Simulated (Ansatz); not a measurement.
KBr: several calculations on one system

**1. One mode**

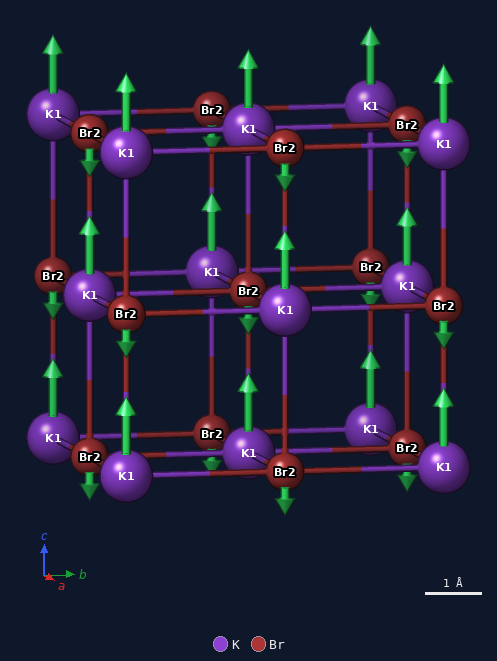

One vibrational mode of a crystal of KBr relaxed at 12 GPa at the zone centre. The green arrows give the relative displacements of the atoms. Style: ball-and-stick. Shown: the conventional cell (4 times the calculation's cell), slightly off an axis. Lengths and directions refer to the drawn axes.

These are results of Ansatz 0.2.0, DFT PBEsol, scalar-relativistic, plane waves, PAW, not measurements. Settings: plane-wave cutoff 420 eV; k-point mesh 8 × 8 × 8; occupations fixed; target pressure 12 GPa; no spin polarisation.

Frequencies are those without the non-analytic (LO–TO) term.

### What mode is this, and where does it lie in the spectrum?

This is the T₁u mode (triply degenerate; one member of the set is drawn) at 216 cm⁻¹, the only optical level, infrared-active by symmetry. The K sublattice moves against the Br sublattice, along c; it stretches the shortest Br–K bonds (2.93 Å); the kinetic energy is shared as K 67 %, Br 33 %. Its infrared intensity is 2.9 (D/Å)²/amu for the set. The value is the transverse one; the longitudinal partner lies at 244 cm⁻¹.

**2. Softest mode**

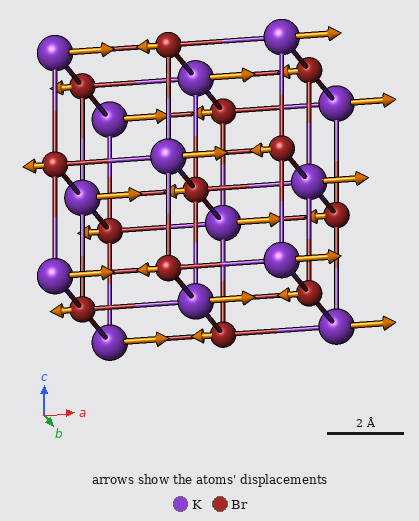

The lowest optical mode of crystalline KBr relaxed at 2 GPa, space group Fm-3m (No. 225), at the zone centre. The orange arrows give the relative displacements of the atoms. A ball-and-stick model of the conventional cell (4 times the calculation's cell), seen from a free direction. Lengths and directions refer to the drawn axes.

Theory: Ansatz, DFT LDA, scalar-relativistic, plane waves, PAW. Set-up: plane-wave cutoff 420 eV; k-point mesh 6 × 6 × 6; occupations fixed; target pressure 2 GPa; no spin polarisation.

Frequencies are those without the non-analytic (LO–TO) term.

Q: Is this crystal at a minimum with respect to the drawn distortion?

A: Yes: this softest mode has a real frequency, and so have all others here. That speaks for this wave vector alone: the rest of the zone wasn't checked in this run. This is the T₁u mode (triply degenerate; one member of the set is drawn) at 154 cm⁻¹, the only optical level, infrared-active by symmetry. The K sublattice moves against the Br sublattice, along a; it stretches the shortest Br–K bonds (3.10 Å); the kinetic energy is shared as K 67 %, Br 33 %. Its infrared intensity is 3.1 (D/Å)²/amu for the set. The value is the transverse one; the longitudinal partner lies at 191 cm⁻¹.

**3. Softest mode**

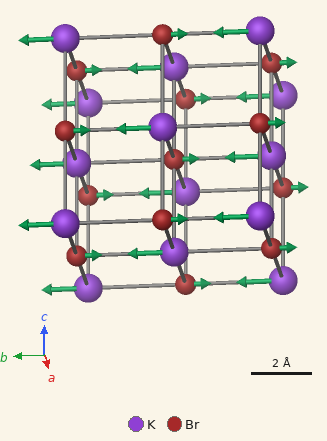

The lowest optical mode of crystalline KBr relaxed at 1 GPa, space group Fm-3m (No. 225), at the zone centre. The green arrows are the displacements of the atoms (eigenvector over the root of the mass), of arbitrary overall length and sign. Style: ball-and-stick. Shown: the conventional cell (4 times the calculation's cell), from a free direction. Lengths and directions refer to the drawn axes.

These are results of Ansatz, DFT PBE, scalar-relativistic, plane waves, PAW, not measurements. Settings: plane-wave cutoff 420 eV; k-point mesh 6 × 6 × 6; occupations fixed; target pressure 1 GPa; no spin polarisation.

Frequencies are those without the non-analytic (LO–TO) term.

### Is this crystal at a minimum with respect to the drawn distortion?

Yes: this softest mode has a real frequency, and so have all others here. That speaks for this wave vector alone: the rest of the zone wasn't checked in this run. This is the T₁u mode (triply degenerate; one member of the set is drawn) at 117 cm⁻¹, the only optical level, infrared-active by symmetry. The K sublattice moves against the Br sublattice, along b; it stretches the shortest Br–K bonds (3.28 Å); the kinetic energy is shared as K 67 %, Br 33 %. Its infrared intensity is 3.3 (D/Å)²/amu for the set. The value is the transverse one; the longitudinal partner lies at 163 cm⁻¹.
